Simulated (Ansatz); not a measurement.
# Si₄C: what the fields show

Input

```
crystal:
  lattice:
    - [-1.767383707, 1.767383707, 12.769147693]
    - [1.767383707, -1.767383707, 12.769147693]
    - [1.767383707, 1.767383707, -12.769147693]
  atoms:
    - { symbol: Si, position: [0.5391699483, 0.0391699483, 0.5] }
    - { symbol: Si, position: [0.5968323653, 0.5968323653, 0.0] }
    - { symbol: Si, position: [0.1531676347, 0.6531676347, 0.5] }
    - { symbol: Si, position: [0.2108300517, 0.2108300517, 0.0] }
    - { symbol: Si, position: [0.7891699483, 0.7891699483, 0.0] }
    - { symbol: Si, position: [0.3468323653, 0.8468323653, 0.5] }
    - { symbol: Si, position: [0.4031676347, 0.4031676347, 0.0] }
    - { symbol: Si, position: [0.9608300517, 0.4608300517, 0.5] }
    - { symbol: C, position: [0.75, 0.25, 0.5] }
    - { symbol: C, position: [0.0, 0.0, 0.0] }
basis:
  ecutwfc: 420
kpoints:
  mp_grid: { grid: [12, 12, 12] }
  band_path:
    path:
      - [[0.0, 0.0, 0.0], [0.0, 0.0, 0.5], [0.25, 0.25, 0.25], [0.0, 0.5, 0.0], [0.0, 0.0, 0.0], [0.5, 0.5, -0.5], [0.25478936, 0.74521064, -0.25478936]]
      - [[-0.25478936, 0.25478936, 0.25478936], [0.0, 0.0, 0.0]]
      - [[0.0, 0.0, 0.5], [-0.00957873, 0.00957873, 0.5]]
      - [[0.5, 0.5, -0.00957873], [0.5, 0.5, -0.5]]
    npoints: 14
hamiltonian:
  xc: pbe
scf:
  occupations: { method: gaussian, width: 0.1 }
  n_extra_bands: 25
output:
  forces: true
  stress: true
  eigenvalues: true
  populations: true
  dos: { projected: true, de: 0.02, nscf_kmesh: { grid: [15, 15, 15] } }
  bader: true
  write_density: true
  write_potential: true
  elf: true
  volumetric_format: npy
```

Run with:

```sh
ansatz run input.yaml --threads 1 --pin off --max-ram 2560MiB --backend cpu --events-out ev --progress --plain --runs-dir out
```

Below, planes, directions and counts refer to the conventional cell (a = 3.53 Å, b = 3.53 Å, c = 25.54 Å, α = 90.00°, β = 90.00°, γ = 90.00°).

Space group I4₁/amd; a generated structure, not necessarily the stable one.

These are results of DFT PBE, scalar-relativistic, plane waves, PAW in Ansatz 0.2.0, not measurements.

The density is the valence pseudo-density of a PAW calculation; it isn't the true density close to the nuclei.

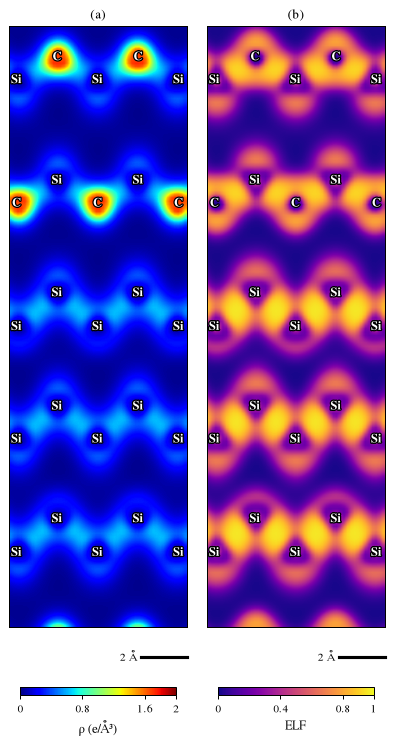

Figure 1. (a) valence electron density; (b) ELF on the (010) plane of the conventional cell.

What does the map show?

Answer.
- The plane passes through Si and C nuclei.
- Si–C (2.03 Å): ρ is about 0.7 e/Å³ halfway; the ELF peaks at about 0.90 between the atoms.
- Si–Si (2.28 Å): ρ is about 0.62 e/Å³ halfway; the ELF peaks at about 0.95 between the atoms.
- Between the atoms the lowest density in this plane is 0.03 e/Å³.

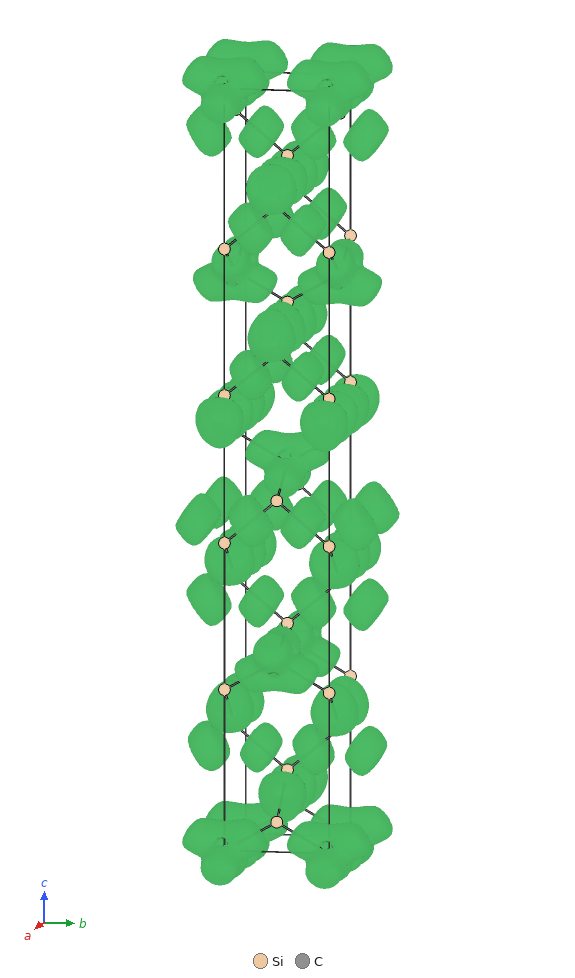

Figure 2. Isosurface of the electron localisation function at 0.7 (green), seen slightly off an axis. Only the valence region is drawn (cores and ρ < 0.01 e/Å³ removed). Sticks mark near contacts.

Identify the bonds, lone pairs and shells in this picture.

Answer. At this value the surface marks out 24 regions between bonded Si–Si atoms and four regions on C in which the atom's valence shell and bonds are merged, counted in one cell of 20 atoms. Any copies at cell faces, edges or corners count once.

What Bader charges does the calculation give?

Answer. Electrons move from Si towards C. Bader charges: Si +0.01 to +1.15 and C −2.32 e.

Does the calculation make it a metal, or give it a gap?

Answer. It is metallic or semimetallic at this level of theory: no gap opens.
